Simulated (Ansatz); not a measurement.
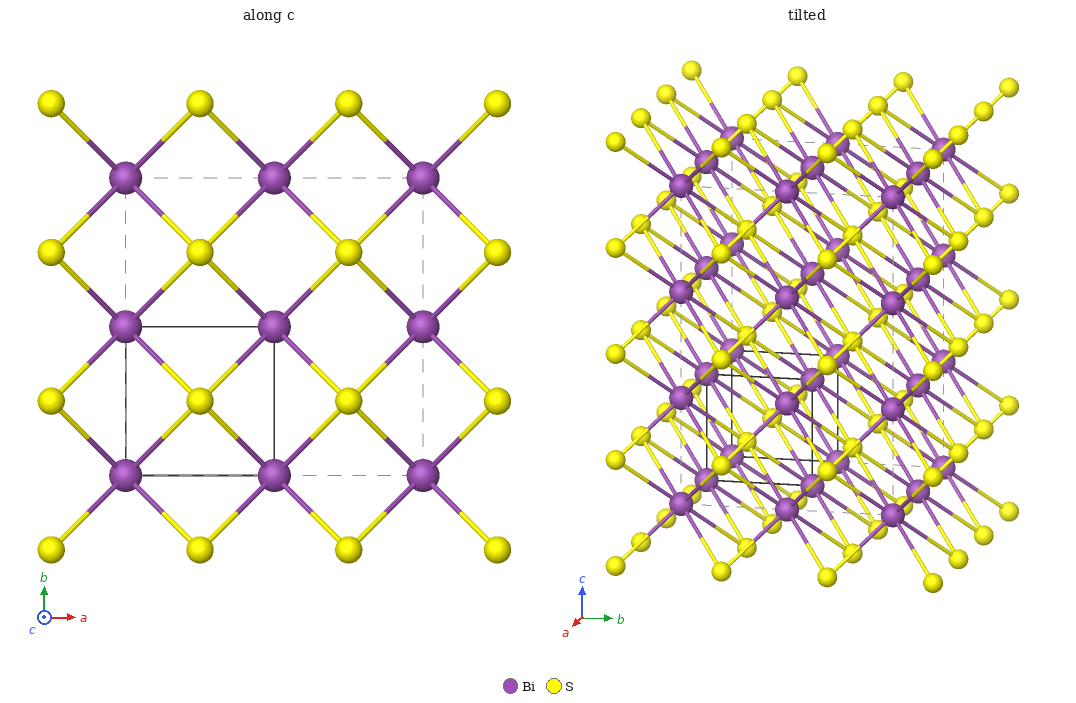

Shown here is a ball-and-stick view of the crystal, taken along the c axis and slightly off an axis. The simulation cell (solid box) is repeated to 2×2×3 cells. Some atoms of the next cells are drawn as well.

The run was set up as follows:
```yaml
crystal:
  lattice:
    - [3.5820819671, 0.0, 0.0]
    - [0.0, 3.5820819671, 0.0]
    - [0.0, 0.0, 3.5820819671]
  atoms:
    - { symbol: Bi, position: [0.0, 0.0, 0.0] }
    - { symbol: S, position: [0.5, 0.5, 0.5] }
basis:
  ecutwfc: 420
  ecutrho_ratio: 4
kpoints:
  mp_grid: { grid: [10, 10, 10] }
hamiltonian:
  xc: pbe
scf:
  occupations: { method: gaussian, width: 0.05 }
output:
  forces: true
  stress: true
  eigenvalues: true
```
Run as:
```sh
ansatz run input.yaml --threads 2 --pin off --max-ram 2662MiB --backend cpu --events-out ev --progress --plain --runs-dir out
```

Computational set-up: Ansatz, DFT PBE, scalar-relativistic, plane waves, PAW, a kinetic-energy cutoff of 420 eV, a 10×10×10 k-point grid, Gaussian smearing of 0.05 eV, no spin polarisation.

What is the band gap, if any?

Answer. A metal: bands cross the Fermi level.

What is the computed pressure?

Answer. The computed pressure is -0.1 GPa, close to zero.

The structure was taken from a structure type filled with these elements by a generator (whether the compound takes this form wasn't checked). The cell was then strained or its atoms displaced on purpose. Ansatz was used for an electronic-structure calculation on it.
